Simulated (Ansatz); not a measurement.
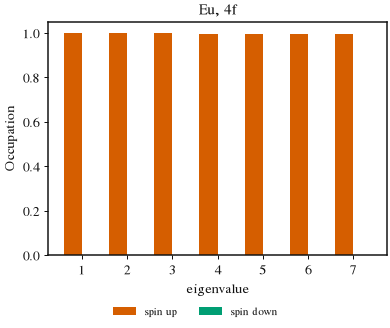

Eigenvalues of the local occupation matrix of the f shell (Löwdin-orthogonalised atomic projectors).

System: Eu, space group Im-3m, 1 atom in the cell, bcc type.

```
Eu
1.0
    -2.30500    2.30500    2.30500
     2.30500   -2.30500    2.30500
     2.30500    2.30500   -2.30500
Eu
1
Direct
  0.00000 0.00000 0.00000
```

Method: DFT PBEsol+U, scalar-relativistic, plane waves, PAW, Ueff = 5 eV on Eu f, spin-polarised, 10×10×10 k mesh, 420 eV cutoff, Gaussian smearing of 0.05 eV (Ansatz 0.2.0).

### How many states of the shell are filled, counting eigenvalues over 0.6?

Counting eigenvalues over 0.6 as filled, Eu has 7 filled f states (f⁷), 7 up and 0 down; the eigenvalues sum to 7.0.

Spin-orbit coupling is left out, which matters for Eu. Open shells can settle in several states, and this one need not be the lowest.
